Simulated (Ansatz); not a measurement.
System: Rh.

Input

```
crystal:
  lattice:
    - [2.6754312347, 0.0, 0.0]
    - [-1.3377156174, 2.3169914153, 0.0]
    - [0.0, 0.0, 8.7271387725]
  atoms:
    - { symbol: Rh, position: [0.0396607643, 0.0793215285, -0.0148727866] }
    - { symbol: Rh, position: [0.3333333333, 0.6666666667, 0.25] }
    - { symbol: Rh, position: [0.0, 0.0, 0.5] }
    - { symbol: Rh, position: [0.6666666667, 0.3333333333, 0.75] }
basis:
  ecutwfc: 420
kpoints:
  mp_grid: { grid: [24, 24, 6] }
hamiltonian:
  xc: pbesol
scf:
  occupations: { method: gaussian, width: 0.15 }
output:
  forces: true
  stress: true
  eigenvalues: true
  write_density: true
  write_potential: true
  elf: true
  volumetric_format: npy
```

Command:

```sh
ansatz run input.yaml --threads 1 --pin off --max-ram 2560MiB --backend cpu --events-out ev --progress --plain --runs-dir out
```

Below, planes, directions and counts refer to the conventional cell (a = 4.63 Å, b = 2.68 Å, c = 8.73 Å, α = 90.00°, β = 90.00°, γ = 90.00°).

Space group Cm; a structure from a database of computed crystals, not necessarily the ambient phase; changed on purpose from its base cell (atom 1 (Rh) moved -0.225 A towards its neighbour atom 2 (Rh) at 3.782 A); not relaxed (largest force 2.0 eV/Å); computed pressure about 2 GPa in this cell; computed without spin polarisation.

All numbers below come from DFT PBEsol, scalar-relativistic, plane waves, PAW (Ansatz 0.2.0).

### What will maps of the valence pseudo-density and electron localisation function show?

Rh–Rh (2.68 Å): ρ at the midpoint is about 0.38 e/Å³; the ELF is about 0.30 at the midpoint: no localised pair shows between them.

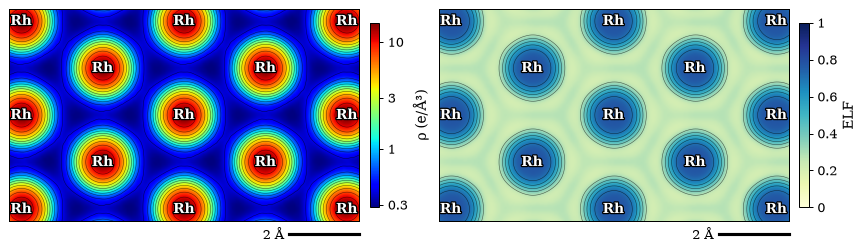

Computed valence pseudo-density and electron localisation function on the (001) plane of the conventional cell, in this order. 

Core electrons are frozen (PAW), and the valence fields are smoothed inside the atomic spheres.
